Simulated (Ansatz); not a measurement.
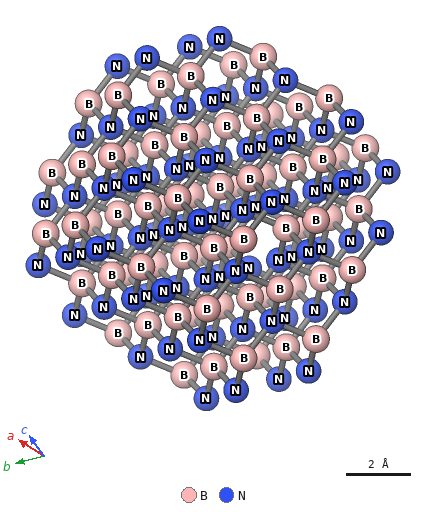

Starting structure of a defect cell of composition B₂₆N₂₇ (cell charge −1). The picture is a ball-and-stick view of the atoms within 5.8 Å of the atom that moves most (axes of the cell of the calculation), seen from a free direction.

All numbers below come from DFT, PBE, plane-wave PAW, default files, scalar-relativistic in Ansatz.

(plane-wave cutoff 420 eV; k-point mesh 3 × 3 × 3; occupations fermi dirac; smearing width 0.01 eV; collinear spin; atoms relaxed in a fixed cell; force threshold 0.03 eV/Å; at most 40 steps)

```xyz
53
Lattice="0.0000 5.4225 5.4225 5.4225 0.0000 5.4225 5.4225 5.4225 0.0000" Properties=species:S:1:pos:R:3 pbc="T T T"
B     7.2300    1.8075    5.4225
B     9.0375    3.6150    5.4225
B     7.2300    5.4225    1.8075
B     3.6150    1.8075    1.8075
B     5.4225    9.0375    7.2300
B     9.0375    5.4225    3.6150
B     5.4225    1.8075    3.6150
B     7.2300    3.6150    3.6150
B     5.4225    7.2300    1.8075
B     1.8075    3.6150    1.8075
B     3.6150    5.4225    1.8075
B     7.2300    7.2300    3.6150
B     3.6150    3.6150    3.6150
B     5.4225    5.4225    3.6150
B     3.6150    1.8075    5.4225
B     5.4225    3.6150    5.4225
B     7.2300    5.4225    5.4225
B     5.4225    9.0375    3.6150
B     1.8075    5.4225    3.6150
B     3.6150    7.2300    3.6150
B     1.8075    3.6150    5.4225
B     3.6150    5.4225    5.4225
B     5.4225    7.2300    5.4225
B     9.0375    9.0375    7.2300
B     5.4225    5.4225    7.2300
B     7.2300    7.2300    7.2300
N     0.9038    0.9038    0.9038
N     2.7113    2.7113    0.9038
N     4.5187    4.5187    0.9037
N     2.7112    0.9038    2.7113
N     4.5187    2.7113    2.7113
N     6.3262    4.5187    2.7113
N     4.5187    0.9037    4.5187
N     6.3262    2.7113    4.5187
N     8.1337    4.5187    4.5187
N     0.9038    2.7112    2.7112
N     2.7113    4.5187    2.7112
N     4.5187    6.3262    2.7112
N     2.7113    2.7113    4.5187
N     4.5187    4.5187    4.5187
N     6.3262    6.3262    4.5187
N     4.5187    2.7113    6.3262
N     6.3262    4.5187    6.3262
N     8.1337    6.3263    6.3262
N     0.9038    4.5187    4.5187
N     2.7113    6.3262    4.5187
N     4.5187    8.1337    4.5187
N     2.7113    4.5187    6.3262
N     4.5187    6.3262    6.3262
N     6.3262    8.1337    6.3262
N     4.5187    4.5187    8.1337
N     6.3262    6.3262    8.1337
N     8.1337    8.1337    8.1337
```

**Predict the outcome.**

The largest moves, 0.12 Å, are those of N27, N29, N33 and N45. N27 goes along [1 1 1]. By element the largest moves are N 0.12 Å, B 0.03 Å. The lattice vectors keep their values. Near-neighbour distances that change, for instance: B11–N29 1.565 → 1.502 Å, B11–N37 1.565 → 1.582 Å, B10–N43 1.565 → 1.570 Å. Bond angles that change, for instance: B6–N33–B7 109.5° → 113.8°, N27–B1–N28 109.5° → 105.5°, N27–B1–N34 109.5° → 112.6°. After 3 geometry steps the energy has fallen by 1.046 eV per cell of the calculation. The largest force component goes from 1.8 to 0.0087 eV/Å. Cost: 2.5 min on 1 thread of Intel(R) Xeon(R) Platinum 8259CL CPU @ 2.50GHz (Skylake/Cascade Lake), with other jobs on the host, peak memory 1.1 GiB.

The end point in the same view:

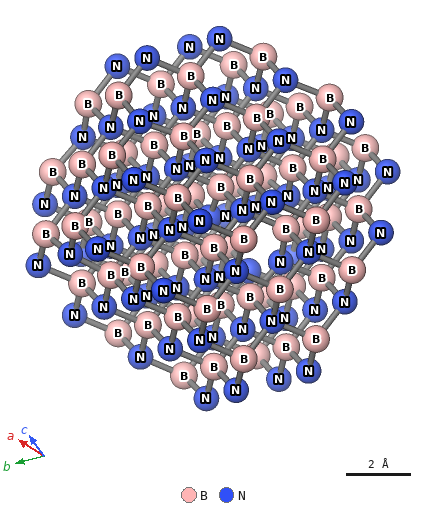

Limits of the set-up: the periodic images lie only 7.7 Å apart, so the values are limited by the cell's size; the cell is charged, on a uniform background, and energies carry no finite-size correction.
